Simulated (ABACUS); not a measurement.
# Run report: KCl, band-structure run (part 2 of 2)

Continued. System: KCl (Pm-3m, 2 atoms in the cell). Method: Kohn-Sham DFT of a periodic cell, LDA, PseudoDojo NC SR 0.4.1 LDA standard, no spin polarisation (ABACUS 3.10.1); cutoff 993.22 eV, 6×6×6 k-mesh, fermi-dirac of 0.05 eV. The structure derives from a Materials Project entry.

Geometry of the input (Å; fractional positions):
```
3.8392  0.0000  0.0000
0.0000  3.8392  0.0000
0.0000  0.0000  3.8392
K  0.0000  0.0000  0.0000
Cl 0.5000  0.5000  0.5000
```

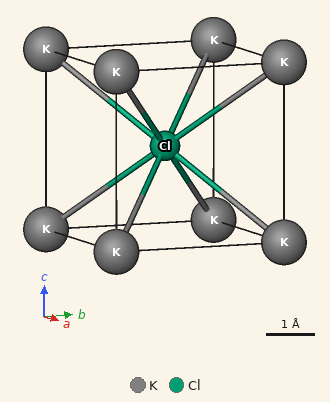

Figure 1. The input geometry (ball-and-stick view of the cell of the calculation, seen slightly off an axis). An atom can appear more than once, as a periodic image.

### The program's output, continued
```
 PW ALGORITHM --------------- ION=   1  ELEC=   2--------------------------------

 Density error is 0.00879144712748
                          Error Threshold = 0.000599933197866
----------------------------------------------------------
     Energy           Rydberg                 eV
----------------------------------------------------------
 E_KohnSham     -92.9148752899       -1264.1717329020
 E_Harris       -93.1038625560       -1266.7430365705
 E_Fermi        0.3911931461         5.3224558061
----------------------------------------------------------

 PW ALGORITHM --------------- ION=   1  ELEC=   3--------------------------------

 Density error is 0.000949806870452
                          Error Threshold = 5.49465445468e-05
----------------------------------------------------------
     Energy           Rydberg                 eV
----------------------------------------------------------
 E_KohnSham     -92.9156257334       -1264.1819432095
 E_Harris       -92.9317635256       -1264.4015091367
 E_Fermi        0.3841007981         5.2259594599
----------------------------------------------------------

 PW ALGORITHM --------------- ION=   1  ELEC=   4--------------------------------

 Density error is 1.80185275257e-05
                          Error Threshold = 5.93629294033e-06
----------------------------------------------------------
     Energy           Rydberg                 eV
----------------------------------------------------------
 E_KohnSham     -92.9157036402       -1264.1830031863
 E_Harris       -92.9298004049       -1264.3747995094
 E_Fermi        0.3864503540         5.2579268086
----------------------------------------------------------

 PW ALGORITHM --------------- ION=   1  ELEC=   5--------------------------------

 Density error is 8.57151759931e-07
                          Error Threshold = 1.12615797036e-07
----------------------------------------------------------
     Energy           Rydberg                 eV
----------------------------------------------------------
 E_KohnSham     -92.9157070187       -1264.1830491529
 E_Harris       -92.9169138518       -1264.1994689594
 E_Fermi        0.3860411171         5.2523588542
----------------------------------------------------------

 PW ALGORITHM --------------- ION=   1  ELEC=   6--------------------------------

 Density error is 2.06535067972e-08
                          Error Threshold = 5.35719849957e-09
----------------------------------------------------------
     Energy           Rydberg                 eV
----------------------------------------------------------
 E_KohnSham     -92.9157070761       -1264.1830499336
 E_Harris       -92.9154310231       -1264.1792940396
 E_Fermi        0.3859576467         5.2512231819
----------------------------------------------------------

 PW ALGORITHM --------------- ION=   1  ELEC=   7--------------------------------

 Density error is 2.36238901622e-10
                          Error Threshold = 1.29084417482e-10
----------------------------------------------------------
     Energy           Rydberg                 eV
----------------------------------------------------------
 E_KohnSham     -92.9157070813       -1264.1830500040
 E_KS(sigma->0) -92.9157070813       -1264.1830500040
 E_Harris       -92.9157075693       -1264.1830566445
 E_band         -9.0016275431        -122.4734258593
 E_one_elec     -24.1909398702       -329.1346222107
 E_Hartree      17.4284448296        237.1261569608
 E_xc           -21.3853653594       -290.9628227003
 E_Ewald        -64.7678466811       -881.2117620538
 E_entropy(-TS) -0.0000000000        -0.0000000000
 E_descf        0.0000000000         0.0000000000
 E_exx          0.0000000000         0.0000000000
 E_Fermi        0.3859722616         5.2514220273
----------------------------------------------------------

 charge density convergence is achieved
 final etot is -1264.18305 eV
 EFERMI = 5.2514220273 eV
The vacuum level is 5.5899151084 eV

 STATE ENERGY(eV) AND OCCUPATIONS    NSPIN == 1
 1/20 kpoint (Cartesian) = 0.0000 0.0000 0.0000 (993 pws)
       1       -25.7916     0.00925926
       2       -10.5828     0.00925926
       3       -9.37018     0.00925926
       4       -9.37018     0.00925926
       5       -9.37018     0.00925926
       6        1.71208     0.00925926
       7        1.71208     0.00925926
       8        1.71208     0.00925926
       9        6.28431    9.88674e-12
      10        8.16295    4.75756e-28
      11        8.16295    4.75756e-28
      12        12.3390    2.54017e-64
      13        12.3390    2.54017e-64
      14        12.3390    2.54017e-64
      15        15.2047    3.26182e-89
      16        15.2047    3.26182e-89
      17        17.4464        0.00000
      18        17.4464        0.00000

 2/20 kpoint (Cartesian) = 0.043412 0.0000 0.0000 (997 pws)
       1       -25.7864      0.0555556
       2       -10.6249      0.0555556
       3       -9.36198      0.0555556
       4       -9.36198      0.0555556
       5       -9.33916      0.0555556
       6        1.20104      0.0555556
       7        1.70976      0.0555556
       8        1.70976      0.0555556
       9        6.91571    1.94486e-16
      10        8.38891    3.11059e-29
      11        8.70524    5.56164e-32
      12        12.2336    1.25428e-62
      13        12.2336    1.25428e-62
      14        12.4659    1.20388e-64
      15        14.2469    4.08320e-80
      16        15.3936        0.00000
      17        15.9387        0.00000
      18        15.9387        0.00000

 3/20 kpoint (Cartesian) = 0.086824 0.0000 0.0000 (1005 pws)
       1       -25.7760      0.0555556
       2       -10.7121      0.0555556
       3       -9.34549      0.0555556
       4       -9.34549      0.0555556
       5       -9.26856      0.0555556
       6       0.406428      0.0555556
       7        1.70409      0.0555556
       8        1.70409      0.0555556
       9        8.21058    1.10104e-27
      10        9.00591    1.36041e-34
      11        9.69529    1.39875e-40
      12        12.1383    8.42898e-62
      13        12.1383    8.42898e-62
      14        12.6155    6.04235e-66
      15        12.7602    3.34312e-67
      16        14.4546    6.41319e-82
      17        14.4546    6.41319e-82
      18        14.6541    1.18688e-83

 4/20 kpoint (Cartesian) = 0.13024 0.0000 0.0000 (1009 pws)
       1       -25.7708      0.0277778
       2       -10.7567      0.0277778
       3       -9.33721      0.0277778
       4       -9.33721      0.0277778
       5       -9.22937      0.0277778
       6      0.0728640      0.0277778
       7        1.70072      0.0277778
       8        1.70072      0.0277778
       9        9.22015    9.37030e-37
      10        9.52825    1.97523e-39
      11        9.82650    5.07075e-42
      12        11.6979    2.81823e-58
      13        12.1733    2.09227e-62
      14        12.1733    2.09227e-62
      15        12.9365    4.92021e-69
      16        13.8350    7.72169e-77
      17        13.8350    7.72169e-77
      18        14.1102    3.14561e-79

 5/20 kpoint (Cartesian) = 0.043412 0.043412 0.0000 (1000 pws)
       1       -25.7813       0.111111
       2       -10.6293       0.111111
       3       -9.43059       0.111111
       4       -9.35426       0.111111
       5       -9.28091       0.111111
       6        1.12689       0.111111
       7        1.38965       0.111111
       8        1.72111       0.111111
       9        7.41547    1.77436e-20
      10        8.69741    1.30113e-31
      11        9.07301    7.10988e-35
      12        11.8054    1.31359e-58
      13        11.9729    4.61425e-60
      14        12.7213    1.45648e-66
      15        14.3770    6.05650e-81
      16        14.6892    1.17585e-83
      17        15.1382    1.48074e-87
      18        15.3725        0.00000

 6/20 kpoint (Cartesian) = 0.086824 0.043412 0.0000 (1009 pws)
       1       -25.7711       0.222222
       2       -10.6524       0.222222
       3       -9.44113       0.222222
       4       -9.33873       0.222222
       5       -9.27245       0.222222
       6       0.513449       0.222222
       7        1.37746       0.222222
       8        1.74319       0.222222
       9        8.41491    7.39782e-29
      10        9.09865    8.51456e-35
      11        9.97780    1.96792e-42
      12        11.5465    4.65864e-56
      13        11.6423    6.85447e-57
      14        12.3848    2.43656e-63
      15        13.3636    7.67225e-72
      16        13.9738    3.84784e-77
      17        15.1272    3.69128e-87
      18        15.2031    8.08687e-88

[... levels at 14 further k points ...]

------------------------------------------------------------------------------------------
 TOTAL-FORCE (eV/Angstrom)
------------------------------------------------------------------------------------------
                        K1         0.0000000000         0.0000000000         0.0000000000
                       Cl1         0.0000000000         0.0000000000         0.0000000000
------------------------------------------------------------------------------------------

----------------------------------------------------------------
 TOTAL-STRESS (KBAR)
----------------------------------------------------------------
       -31.8403472315        -0.0000000000        -0.0000000000
         0.0000000000       -31.8403472315        -0.0000000000
         0.0000000000        -0.0000000000       -31.8403472315
----------------------------------------------------------------
 TOTAL-PRESSURE: -31.840347 KBAR

 --------------------------------------------
 !FINAL_ETOT_IS -1264.1830500040362040 eV
 --------------------------------------------
```

### Standard output
```
ABACUS
v3.10.1

               Atomic-orbital Based Ab-initio Computation at UStc

 dft_functional readin is: pz
 dft_functional in pseudopot file is: SLAPWNOGXNOGC
 Please make sure this is what you need
 dft_functional readin is: pz
 dft_functional in pseudopot file is: SLAPWNOGXNOGC
 Please make sure this is what you need

%%%%%%%%%%%%%%%%%%%%%%%%%%%%%%%%%%%%%%%%%%%%%%%%%%%%%%%%%%%%%%%%%%%%%%%%%%%%%%%%%%%%%%%%%%%%%%%%%%%%%%%%%
 Warning: the number of valence electrons in pseudopotential > 1 for K: [Ar] 4s1
 Pseudopotentials with additional electrons can yield (more) accurate outcomes, but may be less efficient.
 If you're confident that your chosen pseudopotential is appropriate, you can safely ignore this warning.
%%%%%%%%%%%%%%%%%%%%%%%%%%%%%%%%%%%%%%%%%%%%%%%%%%%%%%%%%%%%%%%%%%%%%%%%%%%%%%%%%%%%%%%%%%%%%%%%%%%%%%%%%

 UNIFORM GRID DIM        : 40 * 40 * 40
 UNIFORM GRID DIM(BIG)   : 40 * 40 * 40
 ---------------------------------------------------------
 Self-consistent calculations for electrons
 ---------------------------------------------------------
 SPIN    KPOINTS         PROCESSORS  THREADS
 1       20              4           4
 ---------------------------------------------------------
 Use plane wave basis
 ---------------------------------------------------------
 ELEMENT NATOM       XC
 K       1
 Cl      1
 ---------------------------------------------------------
 Initial plane wave basis and FFT box
 ---------------------------------------------------------
 -------------------------------------------
 SELF-CONSISTENT :
 -------------------------------------------
 START CHARGE      : atomic
 ITER       ETOT/eV          EDIFF/eV         DRHO     TIME/s
 DA1     -1.26386660e+03   0.00000000e+00   9.5989e-02   1.08
 DA2     -1.26417173e+03  -3.05135920e-01   8.7914e-03   0.41
 DA3     -1.26418194e+03  -1.02103075e-02   9.4981e-04   0.34
 DA4     -1.26418300e+03  -1.05997672e-03   1.8019e-05   0.35
 DA5     -1.26418305e+03  -4.59666066e-05   8.5715e-07   0.49
 DA6     -1.26418305e+03  -7.80694267e-07   2.0654e-08   0.37
 DA7     -1.26418305e+03  -7.04629962e-08   2.3624e-10   0.44
----------------------------------------------------------------
 TOTAL-STRESS (KBAR)
----------------------------------------------------------------
       -31.8403472315        -0.0000000000        -0.0000000000
         0.0000000000       -31.8403472315        -0.0000000000
         0.0000000000        -0.0000000000       -31.8403472315
----------------------------------------------------------------
 TOTAL-PRESSURE: -31.840347 KBAR
```

### Results in brief

- outcome: converged
- space group (tolerance 0.01 Å): Pm-3m (221)
- electrons treated: 16
- free energy: −1264.1831 eV
- Fermi energy: 5.251 eV
- gap on the k-point mesh: 4.36 eV
- pressure: −3.18 GPa
- largest force (length of the vector): under 0.001 eV/Å
- wall time: 4.2 s (CPU time 16 s)
- peak memory: 0.24 GiB
